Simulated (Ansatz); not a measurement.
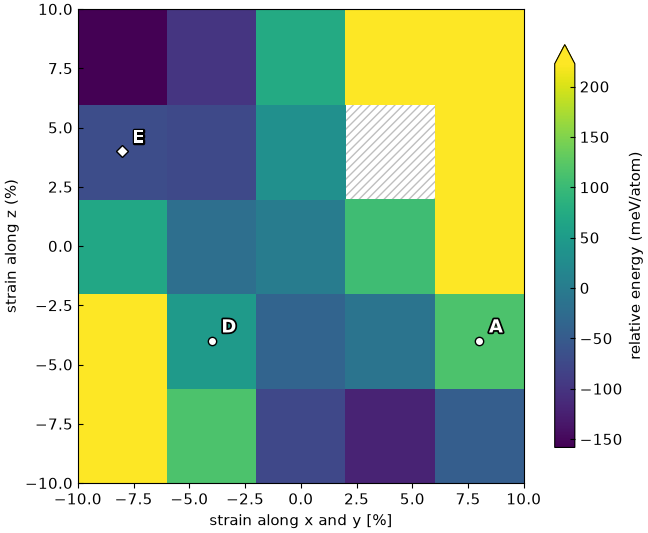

Nb (Fm-3m, No. 225; 1 atom in the cell). The cell is strained homogeneously, by one strain along x and y and another along z, with fractional coordinates fixed (x, y and z along the cube axes). The first coordinate is: strain along x and y; the second: strain along z. The grid has 5 × 5 points. At 1 point there is no value. Energies are in meV/atom, from the unstrained cell. The reference cell is the one listed in the database, not relaxed at this level. Level of theory: DFT PBEsol, scalar-relativistic, plane waves, PAW in Ansatz. Settings: cutoff 420 eV, k-mesh 20×20×20, gaussian smearing 0.15 eV, no spin polarisation.

The picture shows one coloured cell a grid point, one colour for all values above the top of the scale, hatched blanks where no value was computed, lettered points.

Question: Is A the lowest point of the computed grid?

Answer: No. A lies 273 meV/atom above the lowest grid point, which is at strain along x and y = −8 %, strain along z = 8 %.

Question: Rank the lettered points by energy, lowest first.

Answer: E (−70 meV/atom), D (48 meV/atom), A (115 meV/atom).
